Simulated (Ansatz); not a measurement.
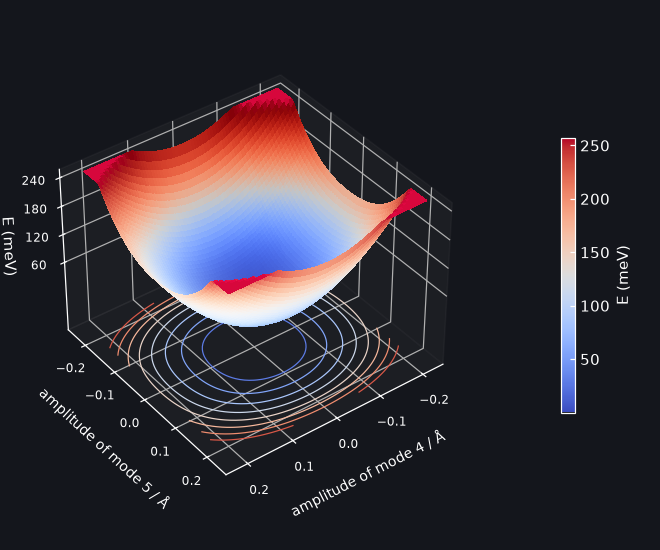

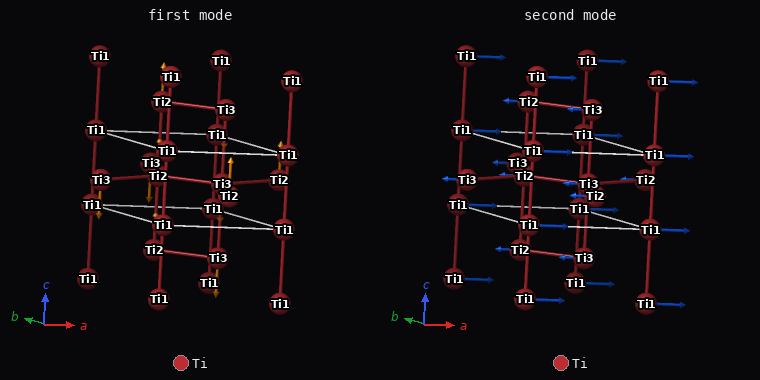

Energy landscape of Ti (P6/mmm, No. 191; 3 atoms in the cell). The energy is mapped over two normal modes frozen in (zone-centre modes of the 3-atom cell of this scan). The first coordinate is: amplitude of mode 4 (135 cm⁻¹), largest displacement; the second: amplitude of mode 5 (149 cm⁻¹), largest displacement. Nothing is relaxed (the cell and all other modes fixed). The scan uses a 7 × 7 grid; 16 points were computed and 33 follow by symmetry. Points are written as (first, second). All energies are given in meV per cell relative to the lowest grid point. These are results of Ansatz, DFT PBE, scalar-relativistic, plane waves, PAW, not measurements. Settings: cutoff 520 eV, k-mesh 12×12×14 in the order of the run's cell vectors, gaussian smearing 0.15 eV, no spin polarisation.

The picture shows a relief with its contours projected below, any walls above the top of the colour scale cut off. Between grid points the surface is interpolated. The second picture is the structure at the lowest point

Describe this landscape.

Answer. The lowest grid point is at (0.000 Å, 0.000 Å). It is the only kind of minimum in the scanned range. The highest grid point, (−0.216 Å, −0.226 Å), lies 343 meV above the lowest.

Grid values (meV):

```csv
"second ↓, first →",−0.216,−0.144,−0.072,0.000,0.072,0.144,0.216
0.226,343,278,239,227,239,278,343
0.151,224,147,101,86,101,147,224
0.075,169,85,35,18,35,85,169
0.000,155,69,17,0,17,69,155
−0.075,169,85,35,18,35,85,169
−0.151,224,147,101,86,101,147,224
−0.226,343,278,239,227,239,278,343
```

Time for the 16 points that were run: 16 min on 2 threads of Arm Neoverse N1, with other jobs on the host.

PAW datasets: the set soft_1.
